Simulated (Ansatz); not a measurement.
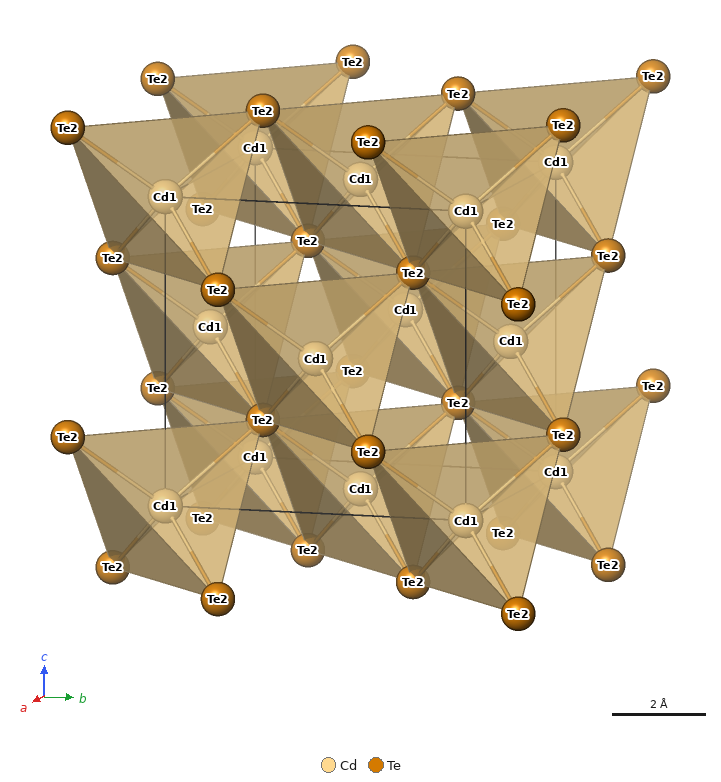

The input geometry of run 1 (polyhedral view of the cell 4 times as large as that of the calculation, set on its symmetry axes, seen slightly off an axis; polyhedra are completed across the faces of the cell; atoms are numbered from 1 in the order of the input).

## CdTe: a changed input and its effect

System: CdTe (2 atoms in the cell).
Method of run 1: DFT PBEsol, scalar-relativistic, plane waves, PAW, no spin polarisation (Ansatz 0.2.0).

Text and figures count atoms from 1; the logs count them from 0 in places.

### The input, run 1
```yaml
crystal:
  lattice:
    - [0.0, 3.3934339422, 3.3934339422]
    - [3.3934339422, 0.0, 3.3934339422]
    - [3.3934339422, 3.3934339422, 0.0]
  atoms:
    - { symbol: Cd, position: [0.0, 0.0, 0.0] }
    - { symbol: Te, position: [0.25, 0.25, 0.25] }
basis:
  ecutwfc: 420
kpoints:
  mp_grid: { grid: [4, 4, 4] }
hamiltonian:
  xc: pbesol
scf:
  occupations: { method: gaussian, width: 0.05 }
output:
  forces: true
  stress: true
  eigenvalues: true
```

Command:
```bash
ansatz run input.yaml --threads 1 --pin off --max-ram 1228MiB --backend cpu --events-out ev --progress --plain --runs-dir out
```

Hardware: 1 thread of Intel Xeon (Granite Rapids), 64 GiB of memory available, shared host.

### Output, shortened to warnings, some set-up lines, iterations and results (run 1)
```
Basis set: ecut = 420 eV, 1471 PW (Γ), exchange–correlation on 72×72×72 points (8 copies of the dense FFT grid, shifted against one another)
Symmetry: 24 space group operations
k-points: 8 of 64 (time reversal used)
Initial density: superposition of atomic densities (neutral atoms: chi_scale 0, normalization atom), corrected by the library's trained network
[...]
SCF iter   1: F=—  HF=-15086.150309 eV  |F-HF|=—  |Δ(HF+E_count)|=         —  Δρ=3.15e-3  dr2=8.41e-3  ethr=1.77e-3  ⟨swp⟩=6.0  Hψ=821  notcnv=0
SCF iter   2: F=—  HF=-15086.147708 eV  |F-HF|=—  |Δ(HF+E_count)|=   2.60e-3  Δρ=7.01e-4  dr2=1.49e-4  ethr=2.34e-5  ⟨swp⟩=3.0  Hψ=437  notcnv=0
SCF iter   3: F=—  HF=-15086.147874 eV  |F-HF|=—  |Δ(HF+E_count)|=   1.67e-4  Δρ=3.27e-4  dr2=4.24e-5  ethr=4.13e-7  ⟨swp⟩=2.5  Hψ=301  notcnv=0
SCF iter   4: F=—  HF=-15086.147956 eV  |F-HF|=—  |Δ(HF+E_count)|=   8.15e-5  Δρ=1.73e-4  dr2=2.40e-5  ethr=1.18e-7  ⟨swp⟩=2.0  Hψ=243  notcnv=0
SCF iter   5: F=—  HF=-15086.147960 eV  |F-HF|=—  |Δ(HF+E_count)|=   4.57e-6  Δρ=3.33e-5  dr2=8.49e-7  ethr=6.66e-8  ⟨swp⟩=2.2  Hψ=243  notcnv=0
SCF iter   6: F=-15086.147961 eV  HF=-15086.147961 eV  |F-HF|=1.09e-8  |Δ(HF+E_count)|=   7.23e-7  Δρ=5.78e-6  dr2=2.09e-8  ethr=2.78e-10  ⟨swp⟩=7.0  Hψ=825  notcnv=0
SCF 1 converged in 6 iterations: F = -15086.147961 eV  dr2 = 2.09e-8
SCF converged after 6 iterations
Free energy (F): -15086.147961 eV
Harris-Foulkes:  -15086.147961 eV  (|F-HF|=1.09e-8)
Internal energy: -15086.147959 eV  (E = F + TS)
E sigma→0 (E₀):  -15086.147960 eV
Entropy (-TS):   -0.000002 eV (-0.001 meV/atom)
Fermi energy:    5.677693 eV
--- Per-component energies (eV) ---
  E_band       = -846.663605
  E_kinetic    = 683.489967
  E_local      = -5720.685051  (includes V_loc(G=0)·N_el)
  E_nonlocal   = -270.986643
  E_hartree    = 2852.891399
  E_xc         = -297.004263
  E_vxc        = -322.789132  (∫ρ·V_xc dr)
  E_paw        = -8599.427631  (= ΣΔE_a)
  E_vpaw       = -921.482654  (= ΣTr[D̂ρ^β])
  E_aug_tail   = -0.000203  (compensation charges beyond the density's cutoff)
  E_ewald      = -3735.142309
  E_core_change = 0.716775  (= ΣΔE_core)
  E_smearing   = -0.000002  (= −TS)
  E_closure    = -0.000000  (closes the sum)
  Σ components = -15086.147961   (vs F -15086.147961, Δ=0.00e0)
--- Forces (eV/Å), atoms counted from 1 ---
  atom   1  Cd     0.00000000    -0.00000000     0.00000000
  atom   2  Te    -0.00000000     0.00000000     0.00000000
  max |Σ_I F_I| component: 1.50e-16 eV/Å
--- Stress (GPa, compression-positive) ---
       -3.882708      -0.000000      -0.000000
       -0.000000      -3.882708       0.000000
       -0.000000       0.000000      -3.882708
  P = ⅓ Tr σ = -3.8827 GPa (-38.827 kbar)
```

The input of run 2 differs as follows (lines with − go, lines with + come):
```diff
-    - [0.0, 3.3934339422, 3.3934339422]
-    - [3.3934339422, 0.0, 3.3934339422]
-    - [3.3934339422, 3.3934339422, 0.0]
+    - [0.0, 3.3564327535, 3.3564327535]
+    - [3.3564327535, 0.0, 3.3564327535]
+    - [3.3564327535, 3.3564327535, 0.0]
```

How does run 2 compare with run 1?

With the same functional and potentials, run 2 lies 27.8 meV per atom lower. The gap on the mesh goes from 0.25 to 0.34 eV. The pressure goes from −3.88 to −3.13 GPa. The volume per atom goes from 39.08 to 37.81 Å³. The cell is scaled evenly with the atoms at fixed fractional positions, so −ΔP/Δ ln V estimates the bulk modulus midway between the two volumes: about 23 GPa. The number of SCF iterations is the same. The plane waves at Γ go from 1471 to 1459.

### Output, shortened to warnings, some set-up lines, iterations and results (run 2)
```
Basis set: ecut = 420 eV, 1459 PW (Γ), exchange–correlation on 64×64×64 points (8 copies of the dense FFT grid, shifted against one another)
Symmetry: 24 space group operations
k-points: 8 of 64 (time reversal used)
Initial density: superposition of atomic densities (neutral atoms: chi_scale 0, normalization atom), corrected by the library's trained network
[...]
SCF iter   1: F=—  HF=-15086.205949 eV  |F-HF|=—  |Δ(HF+E_count)|=         —  Δρ=3.20e-3  dr2=8.32e-3  ethr=1.77e-3  ⟨swp⟩=6.0  Hψ=822  notcnv=0
SCF iter   2: F=—  HF=-15086.203291 eV  |F-HF|=—  |Δ(HF+E_count)|=   2.66e-3  Δρ=7.31e-4  dr2=1.64e-4  ethr=2.31e-5  ⟨swp⟩=3.0  Hψ=430  notcnv=0
SCF iter   3: F=—  HF=-15086.203442 eV  |F-HF|=—  |Δ(HF+E_count)|=   1.51e-4  Δρ=3.39e-4  dr2=4.60e-5  ethr=4.55e-7  ⟨swp⟩=2.2  Hψ=273  notcnv=0
SCF iter   4: F=—  HF=-15086.203497 eV  |F-HF|=—  |Δ(HF+E_count)|=   5.55e-5  Δρ=1.46e-4  dr2=1.48e-5  ethr=1.28e-7  ⟨swp⟩=2.0  Hψ=242  notcnv=0
SCF iter   5: F=—  HF=-15086.203502 eV  |F-HF|=—  |Δ(HF+E_count)|=   4.17e-6  Δρ=1.69e-5  dr2=1.98e-7  ethr=4.11e-8  ⟨swp⟩=2.0  Hψ=244  notcnv=0
SCF iter   6: F=-15086.203502 eV  HF=-15086.203502 eV  |F-HF|=1.64e-8  |Δ(HF+E_count)|=   3.90e-7  Δρ=7.32e-6  dr2=2.70e-8  ethr=2.78e-10  ⟨swp⟩=6.6  Hψ=804  notcnv=0
SCF 1 converged in 6 iterations: F = -15086.203502 eV  dr2 = 2.70e-8
SCF converged after 6 iterations
Free energy (F): -15086.203502 eV
Harris-Foulkes:  -15086.203502 eV  (|F-HF|=1.64e-8)
Internal energy: -15086.203502 eV  (E = F + TS)
E sigma→0 (E₀):  -15086.203502 eV
Entropy (-TS):   -0.000000 eV (-0.000 meV/atom)
Fermi energy:    6.122994 eV
--- Per-component energies (eV) ---
  E_band       = -834.415626
  E_kinetic    = 684.016834
  E_local      = -5650.953561  (includes V_loc(G=0)·N_el)
  E_nonlocal   = -271.008427
  E_hartree    = 2824.054911
  E_xc         = -297.367586
  E_vxc        = -323.280134  (∫ρ·V_xc dr)
  E_paw        = -8599.343879  (= ΣΔE_a)
  E_vpaw       = -921.310998  (= ΣTr[D̂ρ^β])
  E_aug_tail   = -0.000192  (compensation charges beyond the density's cutoff)
  E_ewald      = -3776.318377
  E_core_change = 0.716775  (= ΣΔE_core)
  E_smearing   = -0.000000  (= −TS)
  E_closure    = -0.000000  (closes the sum)
  Σ components = -15086.203502   (vs F -15086.203502, Δ=0.00e0)
--- Forces (eV/Å), atoms counted from 1 ---
  atom   1  Cd     0.00000000    -0.00000000     0.00000000
  atom   2  Te    -0.00000000     0.00000000     0.00000000
  max |Σ_I F_I| component: 1.64e-16 eV/Å
--- Stress (GPa, compression-positive) ---
       -3.130009      -0.000000      -0.000000
       -0.000000      -3.130009       0.000000
        0.000000       0.000000      -3.130009
  P = ⅓ Tr σ = -3.1300 GPa (-31.300 kbar)
```

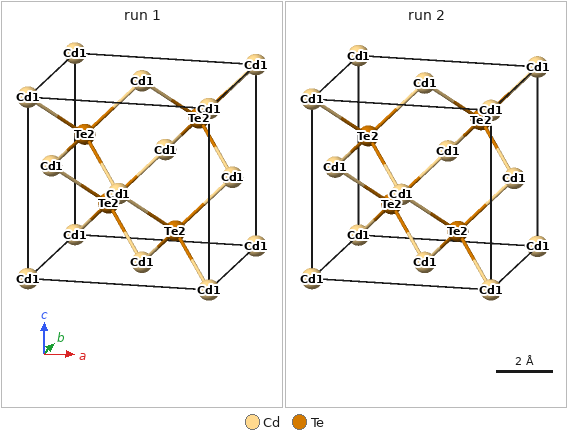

The two input geometries at one scale (ball-and-stick view of the cell 4 times as large as that of the calculation, set on its symmetry axes, seen slightly off an axis). No atom moves by more than 0.005 Å relative to the cell. Cell: a = b = c 6.787 → 6.713 Å (−1.1 %). Volume −3.2 %. Among the contacts that change: Cd1–Te2 2.939 → 2.907 Å.

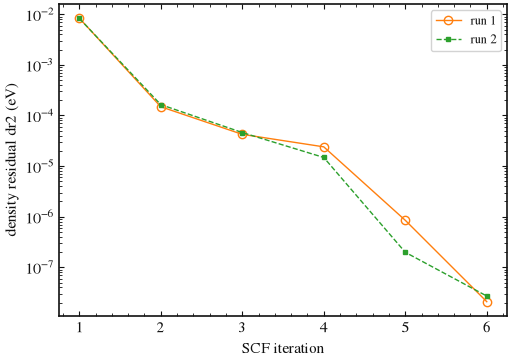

Convergence of the two runs: density residual dr2 against the SCF iteration. Run 1 takes 6 iterations in all, and run 2 takes 6.

### The two runs side by side

```csv
quantity,run 1,run 2
outcome,converged,converged
free energy per atom (eV),−7543.0740,−7543.1018
gap on the mesh (eV),0.25,0.34
pressure (GPa),−3.88,−3.13
volume per atom (Å³),39.08,37.81
largest force (eV/Å),0.000,0.000
SCF iterations,6,6
irreducible k-points,8,8
plane waves at Γ,1471,1459
wall time (shared host),0.85 s,0.79 s
```
